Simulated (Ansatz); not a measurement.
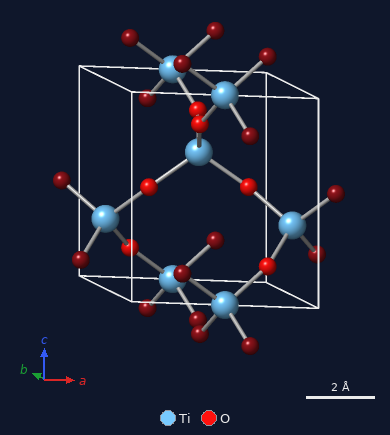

A ball-and-stick rendering, viewed slightly off an axis. Thin lines show the conventional unit cell, with boundary atoms drawn in all their periodic places. Outside the box, the atoms bonded to those within are drawn, in fainter colours.

TiO$_{2}$, space group P6_422 (No. 181), a = 5.711 Å, b = 5.711 Å, c = 6.274 Å, α = 90.00°, β = 90.00°, γ = 120.00°. Origin of the cell: a structure type filled with these elements by a generator (whether the compound takes this form wasn't checked). Earlier steps of the study may have refined or changed the cell and positions. It went into a calculation with Ansatz.

This one geometry was computed with Ansatz (DFT, plane waves, PAW) at four levels of theory: r2SCAN, PBE0, PBE and HSE06. It was relaxed beforehand with r2SCAN.

Which level gives the highest pressure at this volume, and what does that say about its equilibrium volume?

Answer. Highest: PBE (2.2 GPa), which points to the largest equilibrium volume. Lowest, with the smallest volume: PBE0 (-1.4 GPa) and HSE06 (-1.4 GPa). Levels within 0.5 GPa of each other can't be told apart.

How does the band gap change with the level of theory?

Answer. PBE: a gap of 3.46 eV, indirect; r2SCAN: a gap of 3.90 eV, indirect; HSE06: a gap of 5.07 eV, indirect; PBE0: a gap of 5.83 eV, indirect.

Collect the results in a table.

Answer.
| level | cutoff (eV) | k-mesh of the run's cell | gap (eV) | pressure (GPa) |
| --- | --- | --- | --- | --- |
| r2SCAN | 500 | 6×6×4 | 3.90 | 0.0 |
| PBE0 | 420 | 6×6×2 | 5.83 | -1.4 |
| PBE | 420 | 6×6×4 | 3.46 | 2.2 |
| HSE06 | 420 | 6×6×2 | 5.07 | -1.4 |

Gaps are taken on the k-mesh or band path of each run.
